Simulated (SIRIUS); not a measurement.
System: HfB₂ (space group P6/mmm).

How it was computed, with SIRIUS 7.12.0: all-electron LAPW DFT, no spin polarisation; energies at scaled volumes of the given cell, shape and fractions fixed, counted from the fit's minimum, third-order Birch-Murnaghan fit. All runs: no spin polarisation.

- k mesh: 10×10×8
- occupations: Fermi–Dirac
- smearing width: 0.05 eV
- potentials: all electron FP LAPW

Predict the energy against volume, with one curve for each functional. The cases: PBEsol; WC.

The fitted equilibrium volumes, smallest first, are PBEsol 9.740, WC 9.768 Å³/atom. The fitted bulk moduli, smallest first, are WC 260.4, PBEsol 261.4 GPa.

PBEsol:
```json
{"volume (Å³/atom)": "9.31", "energy (meV/atom)": "16.61"}
{"volume (Å³/atom)": "9.51", "energy (meV/atom)": "4.63"}
{"volume (Å³/atom)": "9.71", "energy (meV/atom)": "0.11"}
{"volume (Å³/atom)": "9.90", "energy (meV/atom)": "2.22"}
{"volume (Å³/atom)": "10.10", "energy (meV/atom)": "10.42"}
{"volume (Å³/atom)": "10.30", "energy (meV/atom)": "24.06"}
{"volume (Å³/atom)": "10.50", "energy (meV/atom)": "42.83"}
```

WC:
```json
{"volume (Å³/atom)": "9.31", "energy (meV/atom)": "18.80"}
{"volume (Å³/atom)": "9.51", "energy (meV/atom)": "5.81"}
{"volume (Å³/atom)": "9.71", "energy (meV/atom)": "0.33"}
{"volume (Å³/atom)": "9.90", "energy (meV/atom)": "1.53"}
{"volume (Å³/atom)": "10.10", "energy (meV/atom)": "8.86"}
{"volume (Å³/atom)": "10.30", "energy (meV/atom)": "21.67"}
{"volume (Å³/atom)": "10.50", "energy (meV/atom)": "39.64"}
```

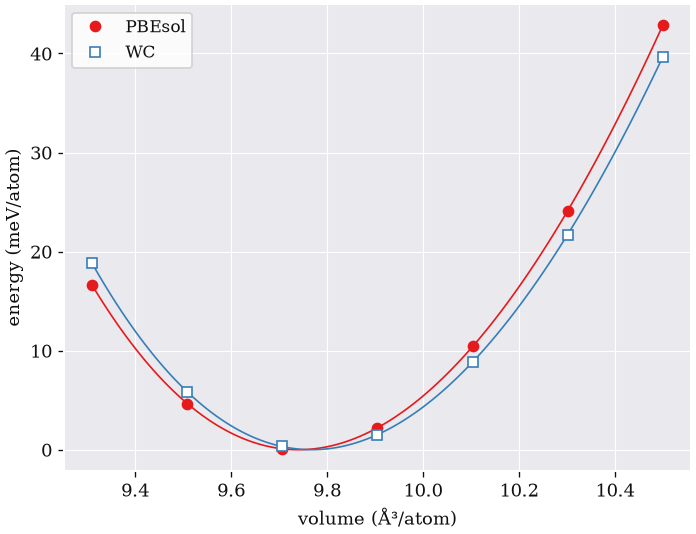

Keep in mind: shape and atomic fractions are frozen while scaling, which makes layered, chain and framework solids too stiff.
